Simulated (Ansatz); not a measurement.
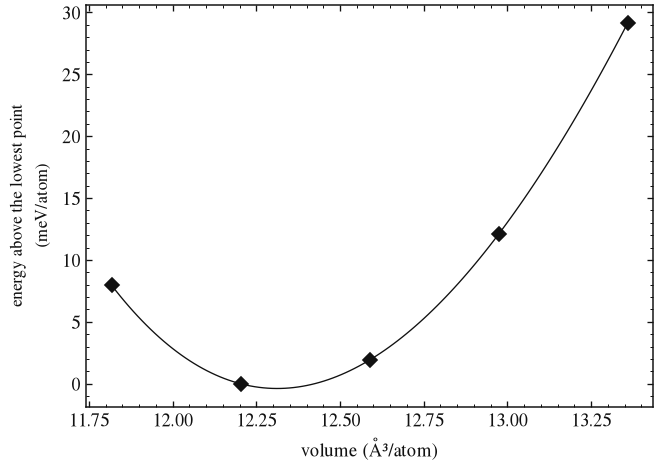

The plot gives the computed energy above the lowest point against volume for CdO₂, space group Fm-3m (No. 225) (one of a set of cubic test structures, which need not be the stable phase).

Method: equation of state of a cubic crystal from periodic Kohn-Sham density functional theory without spin, third-order Birch-Murnaghan fit to the free energies; pressure corrected for the finite basis (Ansatz 0.2.0 development build). Level: r2SCAN.

```json
{"setting": "structure type", "value": "fluorite"}
{"setting": "atoms in cell", "value": "3"}
{"setting": "space group number", "value": "225"}
{"setting": "lattice centring", "value": "face-centred primitive"}
{"setting": "k mesh", "value": "11×11×11"}
{"setting": "occupation method", "value": "Fermi–Dirac"}
{"setting": "occupation width", "value": "0.1 eV"}
{"setting": "wave cutoff", "value": "700 eV"}
{"setting": "datasets", "value": "hard PAW"}
{"setting": "density tolerance", "value": "1e-09 eV"}
{"setting": "bands", "value": "20"}
{"setting": "density cutoff ratio", "value": "4"}
{"setting": "search for lower states", "value": "default"}
{"setting": "xc grid level", "value": "2"}
```

**How stiff is the solid, and where is its volume at rest?**

A third-order Birch–Murnaghan fit gives V0 = 12.31 Å³/atom, B0 = 124 GPa and B′ = 4.8.

Keep in mind: cubic model structure, not the ambient form; no spin polarisation, a magnetic state may lie lower; pseudopotentials made with PBE, not this functional.
